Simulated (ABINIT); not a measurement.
# Geometry relaxation of AlN (part 2 of 2)

Continued. System: AlN (2 atoms in the cell). Method: Kohn-Sham DFT of a periodic cell, PBEsol, PseudoDojo NC SR PBEsol v0.4.1 standard, no spin polarisation (ABINIT 10.8.3); cutoff 1142.88 eV, 8×8×8 k-mesh, fermi-dirac of 0.05 eV. The structure derives from a Materials Project entry.

Geometry of the input (Å; fractional positions):
```
0.0000  2.1840  2.1840
2.1840  0.0000  2.1840
2.1840  2.1840  0.0000
Al 0.0000  0.0000  0.0000
N  0.2500  0.2500  0.2500
```

## What the program printed, continued
```
--- !ResultsGS
iteration_state: {dtset: 1, itime: 2, icycle: 1, }
comment   : Summary of ground state results
lattice_vectors:
- [  0.0000000,   4.1323168,   4.1323168, ]
- [  4.1323168,   0.0000000,   4.1323168, ]
- [  4.1323168,   4.1323168,   0.0000000, ]
lattice_lengths: [   5.84398,    5.84398,    5.84398, ]
lattice_angles: [ 60.000,  60.000,  60.000, ] # degrees, (23, 13, 12)
lattice_volume:   1.4112723E+02
convergence: {deltae:  5.116E-13, res2:  5.438E-13, residm:  4.603E-09, diffor: null, }
etotal    :  -1.27633096E+01
entropy   :   0.00000000E+00
fermie    :   2.77238113E-01
cartesian_stress_tensor: # hartree/bohr^3
- [ -1.57079412E-05,   0.00000000E+00,   0.00000000E+00, ]
- [  0.00000000E+00,  -1.57079412E-05,   0.00000000E+00, ]
- [  0.00000000E+00,   0.00000000E+00,  -1.57079412E-05, ]
pressure_GPa:   4.6214E-01
xred      :
- [  0.0000E+00,   0.0000E+00,   0.0000E+00, Al]
- [  2.5000E-01,   2.5000E-01,   2.5000E-01,  N]
cartesian_forces: # hartree/bohr
- [ -0.00000000E+00,  -0.00000000E+00,  -0.00000000E+00, ]
- [ -0.00000000E+00,  -0.00000000E+00,  -0.00000000E+00, ]
force_length_stats: {min:   0.00000000E+00, max:   0.00000000E+00, mean:   0.00000000E+00, }
...

 Integrated electronic density in atomic spheres:
 ------------------------------------------------
 Atom  Sphere_radius  Integrated_density
    1        2.00000          1.11758321
    2        2.00000          5.37085396

---OUTPUT-----------------------------------------------------------------------

 Cartesian coordinates (xcart) [bohr]
  0.00000000000000E+00  0.00000000000000E+00  0.00000000000000E+00
  2.06615838876888E+00  2.06615838876888E+00  2.06615838876888E+00
 Reduced coordinates (xred)
  0.00000000000000E+00  0.00000000000000E+00  0.00000000000000E+00
  2.50000000000000E-01  2.50000000000000E-01  2.50000000000000E-01
 Cartesian forces (fcart) [Ha/bohr]; max,rms= 0.00000E+00 0.00000E+00 (free atoms)
 -0.00000000000000E+00 -0.00000000000000E+00 -0.00000000000000E+00
 -0.00000000000000E+00 -0.00000000000000E+00 -0.00000000000000E+00
 Gradient of E wrt nuclear positions in reduced coordinates (gred)
  0.00000000000000E+00  0.00000000000000E+00  0.00000000000000E+00
  0.00000000000000E+00  0.00000000000000E+00  0.00000000000000E+00
 Scale of Primitive Cell (acell) [bohr]
  5.84397843081579E+00  5.84397843081579E+00  5.84397843081579E+00
 Real space primitive translations (rprimd) [bohr]
  0.00000000000000E+00  4.13231677753776E+00  4.13231677753776E+00
  4.13231677753776E+00  0.00000000000000E+00  4.13231677753776E+00
  4.13231677753776E+00  4.13231677753776E+00  0.00000000000000E+00
 Unitary Cell Volume (ucvol) [Bohr^3]=  1.41127229287187E+02
 Angles (23,13,12)= [degrees]
  6.00000000000000E+01  6.00000000000000E+01  6.00000000000000E+01
 Lengths [Bohr]
  5.84397843081579E+00  5.84397843081579E+00  5.84397843081579E+00
 Stress tensor in cartesian coordinates (strten) [Ha/bohr^3]
 -1.57079411960614E-05  0.00000000000000E+00  0.00000000000000E+00
  0.00000000000000E+00 -1.57079411960610E-05  0.00000000000000E+00
  0.00000000000000E+00  0.00000000000000E+00 -1.57079411960610E-05
 Total energy (etotal) [Ha]= -1.27633096131481E+01

 Difference of energy with previous step (new-old):
           Absolute (Ha)=-1.51631E-05
           Relative     =-1.18802E-06

--- Iteration: ( 3/50) Internal Cycle: (1/1)
--------------------------------------------------------------------------------

---SELF-CONSISTENT-FIELD CONVERGENCE--------------------------------------------

--- !BeginCycle
iteration_state: {dtset: 1, itime: 3, icycle: 1, }
solver: {iscf: 7, nstep: 80, nline: 4, wfoptalg: 0, }
tolerances: {tolvrs: 1.00E-12, }
...

     iter   Etot(hartree)      deltaE(h)  residm     vres2
 ETOT  1  -12.763281698851    -1.276E+01 1.313E-07 2.250E-01
 ETOT  2  -12.763285473333    -3.774E-06 3.282E-07 1.684E-01
 ETOT  3  -12.763312071251    -2.660E-05 1.234E-06 6.995E-04
 ETOT  4  -12.763312151714    -8.046E-08 3.237E-08 1.947E-06
 ETOT  5  -12.763312151783    -6.871E-11 3.889E-09 2.717E-08
 ETOT  6  -12.763312151787    -3.734E-12 1.031E-09 8.425E-11
 ETOT  7  -12.763312151786     7.816E-14 1.073E-09 2.083E-13

 At SCF step    7       vres2   =  2.08E-13 < tolvrs=  1.00E-12 =>converged.

 Cartesian components of stress tensor (hartree/bohr^3)
  sigma(1 1)= -1.06178127E-07  sigma(3 2)=  0.00000000E+00
  sigma(2 2)= -1.06178127E-07  sigma(3 1)=  0.00000000E+00
  sigma(3 3)= -1.06178127E-07  sigma(2 1)=  0.00000000E+00

--- !ResultsGS
iteration_state: {dtset: 1, itime: 3, icycle: 1, }
comment   : Summary of ground state results
lattice_vectors:
- [  0.0000000,   4.1354544,   4.1354544, ]
- [  4.1354544,   0.0000000,   4.1354544, ]
- [  4.1354544,   4.1354544,   0.0000000, ]
lattice_lengths: [   5.84842,    5.84842,    5.84842, ]
lattice_angles: [ 60.000,  60.000,  60.000, ] # degrees, (23, 13, 12)
lattice_volume:   1.4144894E+02
convergence: {deltae:  7.816E-14, res2:  2.083E-13, residm:  1.073E-09, diffor: null, }
etotal    :  -1.27633122E+01
entropy   :   0.00000000E+00
fermie    :   2.76129565E-01
cartesian_stress_tensor: # hartree/bohr^3
- [ -1.06178127E-07,   0.00000000E+00,   0.00000000E+00, ]
- [  0.00000000E+00,  -1.06178127E-07,   0.00000000E+00, ]
- [  0.00000000E+00,   0.00000000E+00,  -1.06178127E-07, ]
pressure_GPa:   3.1239E-03
xred      :
- [  0.0000E+00,   0.0000E+00,   0.0000E+00, Al]
- [  2.5000E-01,   2.5000E-01,   2.5000E-01,  N]
cartesian_forces: # hartree/bohr
- [ -0.00000000E+00,  -0.00000000E+00,  -0.00000000E+00, ]
- [ -0.00000000E+00,  -0.00000000E+00,  -0.00000000E+00, ]
force_length_stats: {min:   0.00000000E+00, max:   0.00000000E+00, mean:   0.00000000E+00, }
...

 Integrated electronic density in atomic spheres:
 ------------------------------------------------
 Atom  Sphere_radius  Integrated_density
    1        2.00000          1.11805217
    2        2.00000          5.37215219

---OUTPUT-----------------------------------------------------------------------

 Cartesian coordinates (xcart) [bohr]
  0.00000000000000E+00  0.00000000000000E+00  0.00000000000000E+00
  2.06772719262387E+00  2.06772719262387E+00  2.06772719262387E+00
 Reduced coordinates (xred)
  0.00000000000000E+00  0.00000000000000E+00  0.00000000000000E+00
  2.50000000000000E-01  2.50000000000000E-01  2.50000000000000E-01
 Cartesian forces (fcart) [Ha/bohr]; max,rms= 0.00000E+00 0.00000E+00 (free atoms)
 -0.00000000000000E+00 -0.00000000000000E+00 -0.00000000000000E+00
 -0.00000000000000E+00 -0.00000000000000E+00 -0.00000000000000E+00
 Gradient of E wrt nuclear positions in reduced coordinates (gred)
  0.00000000000000E+00  0.00000000000000E+00  0.00000000000000E+00
  0.00000000000000E+00  0.00000000000000E+00  0.00000000000000E+00
 Scale of Primitive Cell (acell) [bohr]
  5.84841567819264E+00  5.84841567819264E+00  5.84841567819264E+00
 Real space primitive translations (rprimd) [bohr]
  0.00000000000000E+00  4.13545438524773E+00  4.13545438524773E+00
  4.13545438524773E+00  0.00000000000000E+00  4.13545438524773E+00
  4.13545438524773E+00  4.13545438524773E+00  0.00000000000000E+00
 Unitary Cell Volume (ucvol) [Bohr^3]=  1.41448940959823E+02
 Angles (23,13,12)= [degrees]
  6.00000000000000E+01  6.00000000000000E+01  6.00000000000000E+01
 Lengths [Bohr]
  5.84841567819264E+00  5.84841567819264E+00  5.84841567819264E+00
 Stress tensor in cartesian coordinates (strten) [Ha/bohr^3]
 -1.06178126729230E-07  0.00000000000000E+00  0.00000000000000E+00
  0.00000000000000E+00 -1.06178126729663E-07  0.00000000000000E+00
  0.00000000000000E+00  0.00000000000000E+00 -1.06178126730097E-07
 Total energy (etotal) [Ha]= -1.27633121517865E+01

 Difference of energy with previous step (new-old):
           Absolute (Ha)=-2.53864E-06
           Relative     =-1.98901E-07

 At Broyd/MD step   3, gradients are converged :
  max grad (force/stress) = 1.0618E-05 < tolmxf= 2.0000E-05 ha/bohr (free atoms)

================================================================================

 ----iterations are completed or convergence reached----

 Mean square residual over all n,k,spin=   63.500E-13; max=  10.730E-10
 reduced coordinates (array xred) for    2 atoms
       0.000000000000      0.000000000000      0.000000000000
       0.250000000000      0.250000000000      0.250000000000
 rms dE/dt=  0.0000E+00; max dE/dt=  0.0000E+00; dE/dt below (all hartree)
    1       0.000000000000      0.000000000000      0.000000000000
    2       0.000000000000      0.000000000000      0.000000000000

 cartesian coordinates (angstrom) at end:
    1      0.00000000000000     0.00000000000000     0.00000000000000
    2      1.09419410795867     1.09419410795867     1.09419410795867

 cartesian forces (hartree/bohr) at end:
    1     -0.00000000000000    -0.00000000000000    -0.00000000000000
    2     -0.00000000000000    -0.00000000000000    -0.00000000000000
 frms,max,avg= 0.0000000E+00 0.0000000E+00   0.000E+00  0.000E+00  0.000E+00 h/b

 cartesian forces (eV/Angstrom) at end:
    1     -0.00000000000000    -0.00000000000000    -0.00000000000000
    2     -0.00000000000000    -0.00000000000000    -0.00000000000000
 frms,max,avg= 0.0000000E+00 0.0000000E+00   0.000E+00  0.000E+00  0.000E+00 e/A
 length scales=  5.848415678193  5.848415678193  5.848415678193 bohr
              =  3.094848294688  3.094848294688  3.094848294688 angstroms
 Fermi (or HOMO) energy (hartree) =   0.27613   Average Vxc (hartree)=  -0.39984
 Eigenvalues (hartree) for nkpt=  29  k points:
 kpt#   1, nband=  8, wtk=  0.00195, kpt=  0.0000  0.0000  0.0000 (reduced coord)
  -0.34038    0.20785    0.20785    0.20785    0.35726    0.66399    0.66399    0.66399
      occupation numbers for kpt#   1
   2.00000    2.00000    2.00000    2.00000    0.00000    0.00000    0.00000    0.00000
 prteigrs : prtvol=0 or 1, do not print more k-points.

--- !EnergyTerms
iteration_state     : {dtset: 1, itime: 3, icycle: 1, }
comment             : Components of total free energy in Hartree
kinetic             :  8.13970698654796E+00
hartree             :  2.78864575491184E+00
xc                  : -4.20173544015078E+00
Ewald energy        : -1.08780905831422E+01
psp_core            :  3.36527237598109E-01
local_psp           : -8.30105752114358E+00
non_local_psp       : -6.47308586407873E-01
internal            : -1.27633121517865E+01
'-kT*entropy'       : -1.06632993945986E-15
total_energy        : -1.27633121517865E+01
total_energy_eV     : -3.47307416740285E+02
band_energy         :  1.78443213228234E-01
...

 Cartesian components of stress tensor (hartree/bohr^3)
  sigma(1 1)= -1.06178127E-07  sigma(3 2)=  0.00000000E+00
  sigma(2 2)= -1.06178127E-07  sigma(3 1)=  0.00000000E+00
  sigma(3 3)= -1.06178127E-07  sigma(2 1)=  0.00000000E+00

-Cartesian components of stress tensor (GPa)         [Pressure=  3.1239E-03 GPa]
- sigma(1 1)= -3.12386834E-03  sigma(3 2)=  0.00000000E+00
- sigma(2 2)= -3.12386834E-03  sigma(3 1)=  0.00000000E+00
- sigma(3 3)= -3.12386834E-03  sigma(2 1)=  0.00000000E+00

== END DATASET(S) ==============================================================
================================================================================

 -outvars: echo values of variables after computation  --------
            acell      5.8484156782E+00  5.8484156782E+00  5.8484156782E+00 Bohr
           etotal     -1.2763312152E+01
            fcart     -0.0000000000E+00 -0.0000000000E+00 -0.0000000000E+00
                      -0.0000000000E+00 -0.0000000000E+00 -0.0000000000E+00
            rprim      0.0000000000E+00  7.0710678119E-01  7.0710678119E-01
                       7.0710678119E-01  0.0000000000E+00  7.0710678119E-01
                       7.0710678119E-01  7.0710678119E-01  0.0000000000E+00
           strten     -1.0617812673E-07 -1.0617812673E-07 -1.0617812673E-07
                       0.0000000000E+00  0.0000000000E+00  0.0000000000E+00
           xangst      0.0000000000E+00  0.0000000000E+00  0.0000000000E+00
                       1.0941941080E+00  1.0941941080E+00  1.0941941080E+00
             xred      0.0000000000E+00  0.0000000000E+00  0.0000000000E+00
                       2.5000000000E-01  2.5000000000E-01  2.5000000000E-01
 Calculation completed.
```

## Trajectory as extended XYZ (Å, eV, eV/Å), 3 frames, from step=0 to step=2
```
2
Lattice="0.0000 2.1840 2.1840 2.1840 0.0000 2.1840 2.1840 2.1840 0.0000" Properties=species:S:1:pos:R:3:forces:R:3 step=0 energy=-347.30694
Al    0.0000    0.0000    0.0000    0.0000   0.0000   0.0000
N     1.0920    1.0920    1.0920    0.0000   0.0000   0.0000
2
Lattice="0.0000 2.1867 2.1867 2.1867 0.0000 2.1867 2.1867 2.1867 0.0000" Properties=species:S:1:pos:R:3:forces:R:3 step=1 energy=-347.30735
Al    0.0000    0.0000    0.0000    0.0000   0.0000   0.0000
N     1.0934    1.0934    1.0934    0.0000   0.0000   0.0000
2
Lattice="0.0000 2.1884 2.1884 2.1884 0.0000 2.1884 2.1884 2.1884 0.0000" Properties=species:S:1:pos:R:3:forces:R:3 step=2 energy=-347.30742
Al    0.0000    0.0000    0.0000    0.0000   0.0000   0.0000
N     1.0942    1.0942    1.0942    0.0000   0.0000   0.0000
```

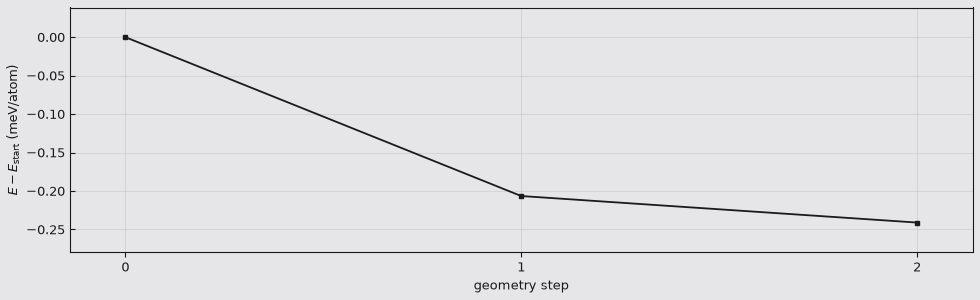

Fig. 1: Progress of the relaxation, step by step (steps are counted from 0). The energy falls by 0.2 meV per atom in 2 geometry steps. All forces vanish by symmetry, so only the cell relaxes. No atom moves by more than 0.005 Å relative to the cell. Cell: a = b = c 4.368 → 4.377 Å (+0.2 %). Volume +0.6 %. The space group stays F-43m (No. 216).

## Results in brief

| quantity | value |
| --- | --- |
| outcome | converged |
| space group (tolerance 0.01 Å) | F-43m (216) |
| electrons treated | 8 |
| free energy | −347.3074 eV |
| Fermi energy | 7.514 eV |
| gap on the k-point mesh | 3.19 eV |
| pressure | 0.00 GPa |
| final volume | 20.96 Å³ |
| largest force (length of the vector) at the end | under 0.001 eV/Å |
| final cell | a = 3.095 Å, b = 3.095 Å, c = 3.095 Å, α = 60.00°, β = 60.00°, γ = 60.00° |
| hardware | 1 thread of Arm Neoverse V2, 24 GiB of memory available, shared host |
| wall time | 33 s |
| peak memory | 0.08 GiB |
